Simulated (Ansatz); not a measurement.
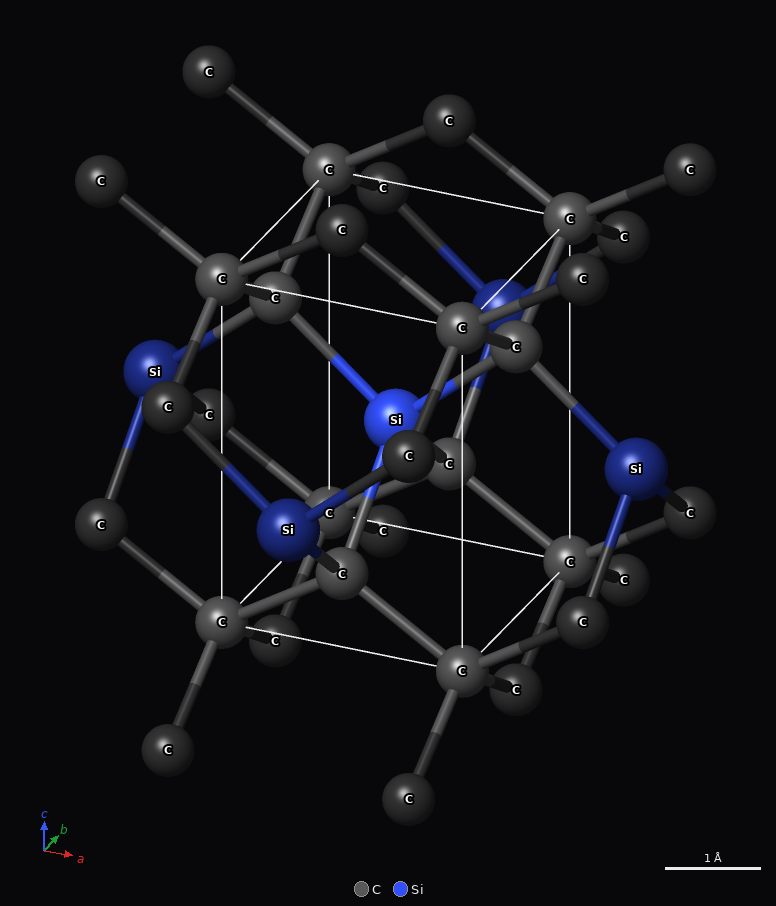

The crystal in a ball-and-stick representation, seen from a general direction. Atoms at the boundary of the conventional unit cell (the box) are drawn once for each face, edge or corner they touch. Every bond is drawn to its end, so some atoms lie outside the box, in fainter colours.

SiC$_{3}$, space group P-4m2 (No. 115), a = 2.80 Å, b = 2.80 Å, c = 4.09 Å, α = 90.00°, β = 90.00°, γ = 90.00°.

Level of theory: DFT, PBE0, plane waves, PAW (Ansatz 0.2.0). Settings were 420 eV cutoff, k-point mesh 6×6×4, no spin polarisation.

Question: What is the electronic character?

Answer: An insulator at this level, with a gap of 3.06 eV, indirect; the smallest direct gap is 3.63 eV.

Question: What is the computed pressure?

Answer: The computed pressure is -3.4 GPa (stretched: it would shrink).

Its origin is a structure type filled with these elements by a generator (whether the compound takes this form wasn't checked). Earlier steps of the study may have refined or changed the cell and positions. Ansatz was used for an electronic-structure calculation on it.
